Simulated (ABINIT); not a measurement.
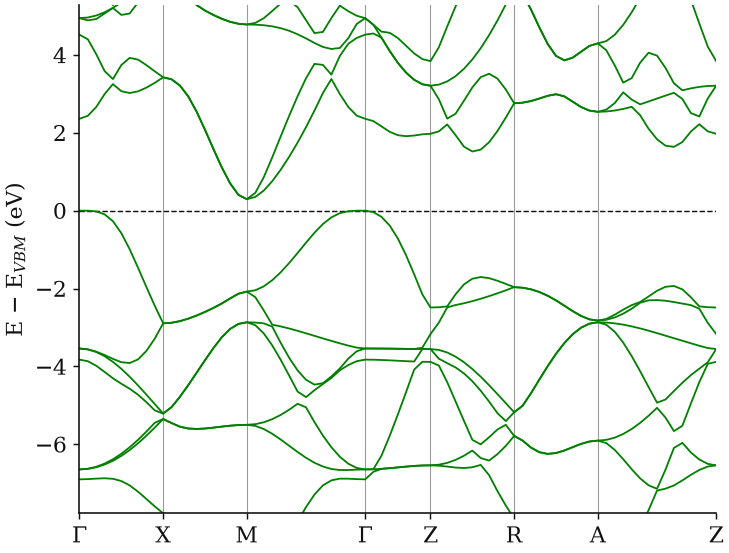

Band structure. Energies are counted from the top of the valence band. The path runs straight from each named point to the next.

> Which Bravais lattice do the labels of the path belong to?

A primitive tetragonal lattice: the path Γ–X–M–Γ–Z–R–A–Z runs through the special points of its Brillouin zone.

System: SnO, space group P4/nmm, 4 atoms in the cell; a = 3.814 Å, c = 4.887 Å (tetragonal axes).

ABINIT 10.8.3 (patched build); r2SCAN, JTH PAW PBE v2.0, no spin polarisation, no spin-orbit coupling, 7×7×6 k mesh, 762 eV cutoff, Fermi-Dirac smearing of 0.05 eV.

> What does the band structure say about the gap?

The material is gapped. The gap along this path is 0.29 eV and indirect, from the valence-band top at Γ to the conduction-band bottom at M; the smallest direct gap is 2.32 eV, between Γ and Z.

> What are the direct gaps at R, X and Z?

The direct gaps are 4.72 eV at R, 6.31 eV at X and 4.46 eV at Z.

> How many bands meet at the valence-band top?

The top valence level at Γ is a single band, not degenerate (spin aside).

> How much do the top valence band and the lowest conduction band disperse along the path?

The top valence band spans 2.9 eV and the lowest conduction band 3.1 eV.

The PAW data sets were made with another functional. LDA, GGA and most meta-GGA functionals understate gaps. The usual form of SnO is litharge (tetragonal).
